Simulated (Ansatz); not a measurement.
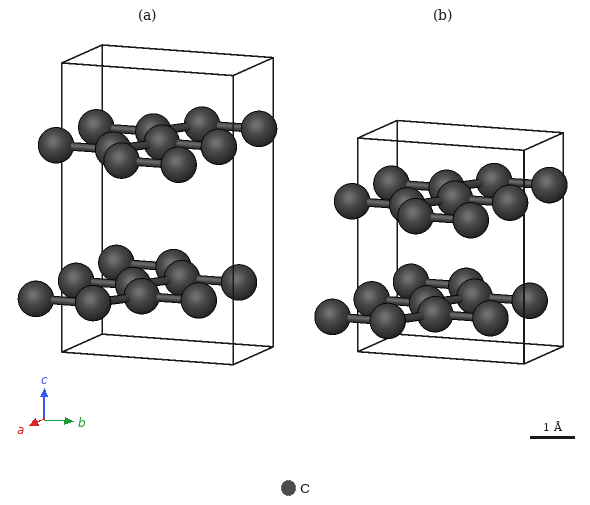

Left: crystalline C. Right: the same structure after one change, at the same scale. The picture is a ball-and-stick view of the conventional cell (2 times the calculation's cell), repeated 2 × 1 × 1 with one cell outlined, seen slightly off an axis. Lengths and directions refer to the drawn axes.

These are results of DFT LDA, scalar-relativistic, plane waves, PAW in Ansatz 0.2.0, not measurements. (plane-wave cutoff 420 eV; occupations gaussian; smearing width 0.1 eV; no spin polarisation) The k-mesh is chosen for each cell (18×18×6, 20×20×8).

The crystal is put under a hydrostatic pressure of 50 GPa. Cell and atoms are relaxed at that pressure.

And its effect?

Answer. Energy change: +253 meV per atom. (The two runs use different k-meshes.) The pressure goes from 0.0 to 50.0 GPa. It is metallic before and after. The drawn cell changes as follows: a 2.446 → 2.389 Å (−2.3 %), b 4.233 → 4.109 Å (−2.9 %), c 6.735 → 4.977 Å (−26.1 %); the volume changes by −30.0 %. The atoms keep their places relative to the cell (all moves are under 0.005 Å). Among the bonded contacts that change: C–C 1.412 → 1.365 to 1.379 Å. The space group stays Fmmm (No. 69).

Limits of the set-up: layers or molecules are held without a dispersion correction, so their spacing is unreliable.
